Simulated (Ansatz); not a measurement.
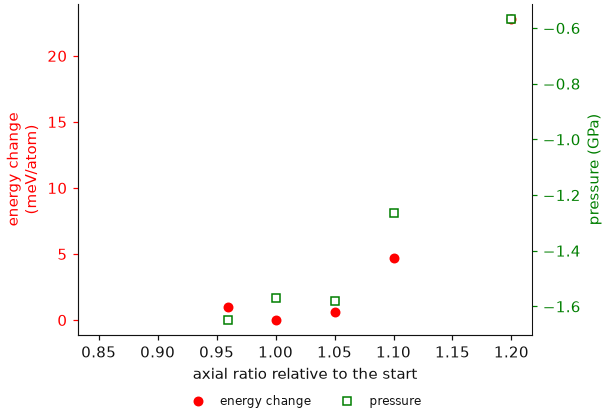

The picture above shows the energy change and pressure against relative axial ratio for Ga, space group I4/mmm (No. 139).

Starting cell:
```yaml
crystal:
  lattice:
    - [-1.40400, 1.40400, 2.22900]
    - [1.40400, -1.40400, 2.22900]
    - [1.40400, 1.40400, -2.22900]
  atoms:
    - { symbol: Ga, position: [0.00000, 0.00000, 0.00000] }
```

Calculation (Ansatz 0.2.0): deformation of a crystal at fixed volume, lengths along the axis scaled against those across it, fractional coordinates fixed, by plane-wave density functional theory with PAW datasets, free energies less that of the undisturbed cell, pressure positive in compression; scalar-relativistic. Level: LDA, no spin polarisation.

| setting | value |
| --- | --- |
| wave cutoff | 420 eV |
| k mesh | 26×26×26 |
| occupations | Gaussian |
| smearing width | 0.15 eV |
| k shift | (0, 0, 0) (mesh steps) |
| start | as given |
| path | tetragonal |
| axis direction | (0, 0, 1) (Cartesian unit vector) |

The points at relative axial ratio 0.85 and 0.92 are left out of the plot. What values does the calculation give there?

```
axial ratio relative to the start  energy change (meV/atom)  pressure (GPa)
                             0.85                      2.87          -1.602
                             0.92                      3.11          -1.588
```

Note: reference crystal is not relaxed; shape and atomic fractions are frozen while scaling, which makes layered, chain and framework solids too stiff.
